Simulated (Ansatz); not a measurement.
A series of calculations on SrTiO3

## 1. Relaxation

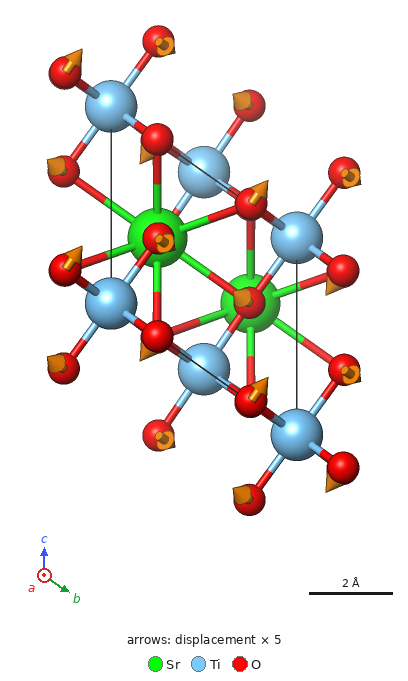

A relaxation of a crystal of SrTiO3 (set up in I4/mcm). The starting structure is drawn; orange arrows show the displacements, 5 times their true length.

Style: ball-and-stick. Shown: the cell of the calculation, along the a axis.

Case: the database's cell, atoms relaxed.

Theory: DFT PBE, scalar-relativistic, plane waves, PAW (Ansatz 0.2.0). Set-up: plane-wave cutoff 420 eV; k-point mesh 8 × 8 × 8; occupations gaussian; smearing width 0.02 eV; no spin polarisation; atoms relaxed in a fixed cell; force threshold 0.01 eV/Å; at most 40 steps.

Atoms of which element are displaced furthest, and by how much?

Oxygen: up to 0.14 Å, against 0.00 Å for strontium.

What happened in the run?

Over 5 accepted moves (6 points after the start) the energy falls by 13.2 meV per cell of the calculation. The largest force component goes from 0.011 to 0.00082 eV/Å. 1 step only repeated the SCF at the same geometry. The largest moves, 0.14 Å, are those of O atoms. Sr and Ti stay in place. The cell stays as it was. Among the contacts that change: O–Sr 2.783 → 2.887 Å, O–Sr 2.729 → 2.631 Å, O–Ti 1.949 → 1.957 Å. Among the angles between lasting bonds that change: Ti–O–Ti 177.8° → 169.4°, Sr–O–Sr 91.2° → 95.6°, Sr–O–Sr 178.9° → 174.7°. The space group stays I4/mcm (No. 140).

## 2. Relaxation

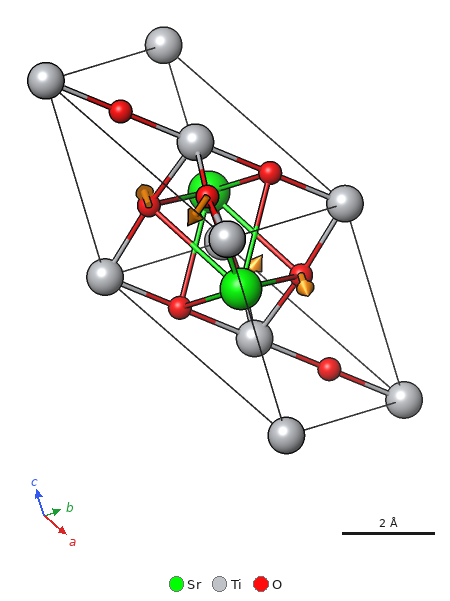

A relaxation of crystalline SrTiO₃ (set up in I4/mcm). The starting structure is drawn; orange arrows show the displacements, magnified 30 times.

The picture is a ball-and-stick view of the cell of the calculation, seen slightly off an axis.

Case: volume × 0.97, shape and atoms relaxed.

Theory: DFT PBE, scalar-relativistic, plane waves, PAW (Ansatz 0.2.0).

Input file:
```yaml
crystal:
  lattice:
    - [-2.7496541259, 2.7496541259, 3.9065784058]
    - [2.7496541259, -2.7496541259, 3.9065784058]
    - [2.7496541259, 2.7496541259, -3.9065784058]
  atoms:
    - { symbol: Sr, position: [0.75, 0.25, 0.5] }
    - { symbol: Sr, position: [0.25, 0.75, 0.5] }
    - { symbol: Ti, position: [0.0, 0.0, 0.0] }
    - { symbol: Ti, position: [0.5, 0.5, 0.0] }
    - { symbol: O, position: [0.25, 0.25, 0.0] }
    - { symbol: O, position: [0.75, 0.75, 0.0] }
    - { symbol: O, position: [0.7281949558, 0.2281949558, 0.9563899116] }
    - { symbol: O, position: [0.2281949558, 0.2718050442, 0.5] }
    - { symbol: O, position: [0.2718050442, 0.7718050442, 0.0436100884] }
    - { symbol: O, position: [0.7718050442, 0.7281949558, 0.5] }
basis:
  ecutwfc: 420
kpoints:
  mp_grid: { grid: [8, 8, 8] }
hamiltonian:
  xc: pbe
scf:
  occupations: { method: gaussian, width: 0.02 }
output:
  forces: true
  stress: true
  eigenvalues: true
relax:
  adjacent_minimum: "off"
  f_tol: 0.01
  max_steps: 30
  cell: { stress_tol: 0.1, fix: [volume] }
```

Launched with:
```bash
ansatz run input.yaml --threads 2 --pin off --max-ram 5120MiB --backend cpu --events-out ev --progress --plain --runs-dir out
```

### Atoms of which element are displaced furthest, and by how much?

Oxygen: up to 0.029 Å, against 0.000 Å for titanium.

### What did the optimiser do to the structure, and how much energy did it gain?

The energy falls by 0.1 meV per atom in 4 accepted moves (5 points after the start). The largest force component goes from 0.013 to 0.0002 eV/Å. Pressure: 5.54 GPa at the start and 5.43 GPa at the end. The SCF was repeated once at an unchanged geometry on a basis and grid sized afresh for the cell, which shifted the energy by less than 0.05 meV per atom at most. The largest moves relative to the cell, 0.029 Å, are those of O7, O8, O9 and O10. O7 goes along [−1 −1 −2]. Ti and Sr stay in place. The drawn cell changes at constant volume: a = b = c 5.512 → 5.514 Å (0.0 %), γ 89.7° → 89.6°. Some distances before and after: Sr1–O10 2.878 → 2.900 Å, Sr1–O10 (another image) 2.639 → 2.621 Å. The space group stays I4/mcm (No. 140).

## 3. A change

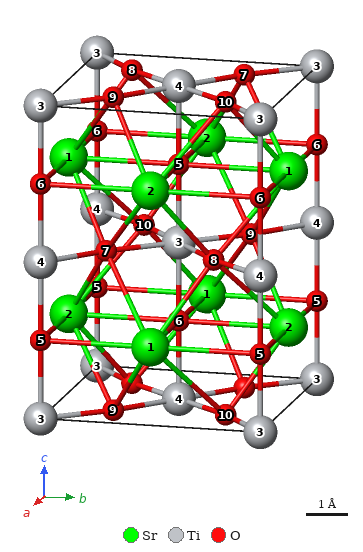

This is crystalline SrTiO$_{3}$ (set up in I4/mcm). The picture is a ball-and-stick view of the conventional cell (2 times the calculation's cell), seen slightly off an axis. Lengths and directions refer to the drawn axes.

The calculation used Ansatz 0.2.0, DFT PBE, scalar-relativistic, plane waves, PAW. Settings: plane-wave cutoff 420 eV; k-point mesh 8 × 8 × 8; occupations gaussian; smearing width 0.02 eV; no spin polarisation.

The variant: The volume is changed by +10.0 %. The atoms are relaxed in that cell.

Question: What is the effect?

Answer: The volume changes by +10.0 %, with a = b 5.555 → 5.739 Å (+3.3 %), c 7.893 → 8.135 Å (+3.1 %). The largest moves relative to the cell, 0.061 Å, are those of O7, O8, O9 and O10. O7 goes along [1 1 0]. Sr and Ti stay in place. Some distances before and after: O–Sr 2.666 → 2.792 Å, O–Sr 2.778 → 2.870 Å, O–Ti 1.972 → 2.032 Å, O–Sr 2.908 → 2.956 Å. The space group stays I4/mcm (No. 140). The energy rises by 53.9 meV per atom. Pressure: 0.0 GPa before, −13.1 GPa after.

The changed structure in the same view:

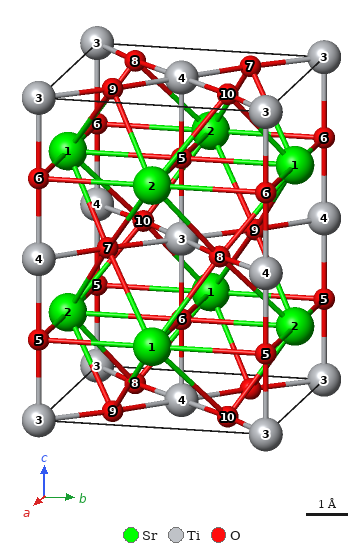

## 4. A change

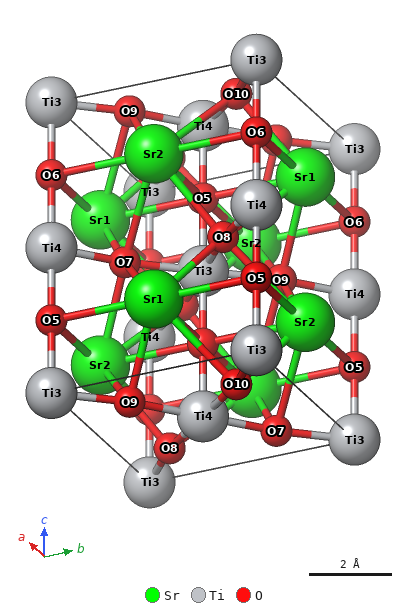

This is solid SrTiO$_{3}$ (set up in I4/mcm). The picture is a ball-and-stick view of the conventional cell (2 times the calculation's cell), seen from a free direction. Lengths and directions refer to the drawn axes.

Theory: Ansatz, DFT PBE, scalar-relativistic, plane waves, PAW. Set-up: plane-wave cutoff 420 eV; k-point mesh 8 × 8 × 8; occupations gaussian; smearing width 0.02 eV; no spin polarisation.

The variant: The volume is changed by +3.0 %. The cell's shape and the atoms are relaxed at that volume.

Q: What does the calculation give for the changed structure?

A: Cell: a = b 5.555 → 5.613 Å (+1.0 %), c 7.893 → 7.964 Å (+0.9 %). Volume +3.0 %. The largest moves relative to the cell, 0.027 Å, are those of O7, O8, O9 and O10. O10 goes along [1 −1 0]. Sr and Ti stay in place. Near-neighbour distances before and after: O–Sr 2.666 → 2.710 Å, O–Sr 2.778 → 2.806 Å, O–Ti 1.972 → 1.990 Å, O–Sr 2.908 → 2.916 Å. The space group stays I4/mcm (No. 140). The energy rises by 5.5 meV per atom. The pressure goes from 0.0 to −4.7 GPa.
